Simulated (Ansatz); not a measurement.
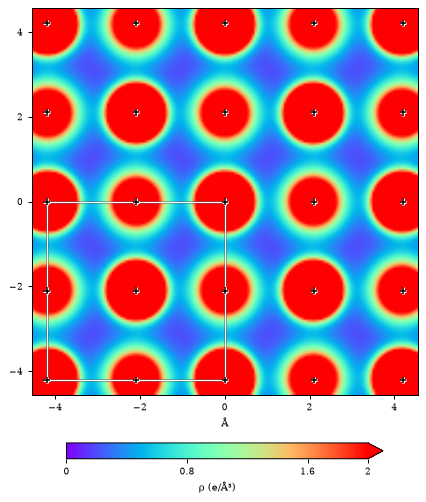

The valence electron density on a plane through atoms (crosses mark nuclei in the plane).

These are results of DFT PBEsol, scalar-relativistic, plane waves, PAW (Ansatz), not measurements.

Candidates:
A. TiN, a = 4.20 Å, b = 4.20 Å, c = 4.20 Å, α = 90.00°, β = 90.00°, γ = 90.00°. Space group Fm-3m; a generated structure, not necessarily the stable one; computed without spin polarisation.
B. Al$_{2}$Cu, a = 6.00 Å, b = 6.00 Å, c = 4.82 Å, α = 90.00°, β = 90.00°, γ = 90.00°. Space group I4/mcm; computed without spin polarisation.
C. WS$_{2}$, a = 3.12 Å, b = 3.12 Å, c = 30.08 Å, α = 90.00°, β = 90.00°, γ = 120.00°. 

**Which system is this?**

Candidate A: TiN on the (100) plane of the conventional cell, which holds Ti and N. Ti–N (2.10 Å): ρ at the midpoint is about 0.53 e/Å³.
